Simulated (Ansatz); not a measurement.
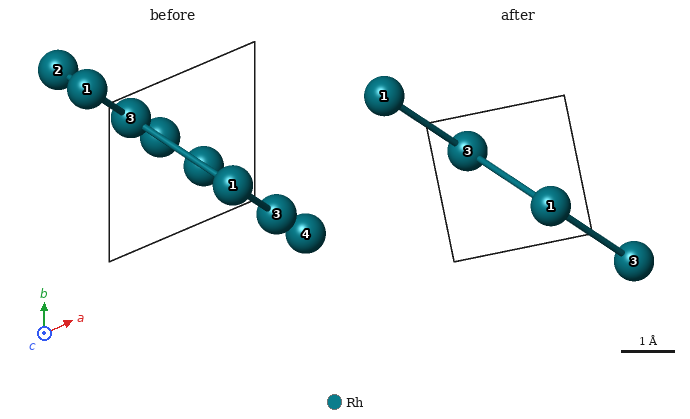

The structure of a crystal of Rh (built on the iodine_64 type) (coarse preliminary run) before (left) and after (right) a relaxation, at one scale.

The picture is a ball-and-stick view of the cell of the calculation, seen along the c axis.

Case: iodine type (Cmce, No. 64).

Computed with Ansatz 0.2.0, DFT r2SCAN, scalar-relativistic, plane waves, PAW. (plane-wave cutoff 500 eV; k-point mesh 6 × 6 × 4; occupations gaussian; smearing width 0.1 eV; no spin polarisation; cell and atoms relaxed; force threshold 0.04 eV/Å; at most 70 steps)

Summarise the run.

Over 7 accepted moves (8 points after the start) the energy falls by 2187 meV per atom. The largest force component goes from 12 to 0.0026 eV/Å. Pressure: 61.70 GPa at the start and 0.06 GPa at the end. At 1 point the geometry stayed and the basis and grid were re-selected for the new cell (energy shift of 0.9 meV per atom at most each time). The largest moves relative to the cell, 0.39 Å, are those of Rh1, Rh2, Rh3 and Rh4. Rh4 goes roughly along [−1 1 0]. Cell: a = b 3.035 → 2.706 Å (−10.8 %), c 6.826 → 7.497 Å (+9.8 %), γ 66.9° → 90.0°. Volume −5.1 %. Among the contacts that change: Rh1–Rh3 1.887 → 2.678 Å, Rh1–Rh4 3.116 → 2.679 Å, Rh1–Rh3 (another image) 3.068 → 2.679 Å, Rh1–Rh1 3.035 → 2.706 Å. Among the angles between lasting bonds that change: Rh3–Rh1–Rh4 105.2° → 88.8°, Rh3–Rh1–Rh4 167.0° → 180.0°, Rh3–Rh1–Rh4 169.5° → 180.0°. The space group (tolerance 0.01 Å) goes from Cmce (No. 64) to I4/mmm (No. 139). The run took about 2.3 core-minutes on a shared host.
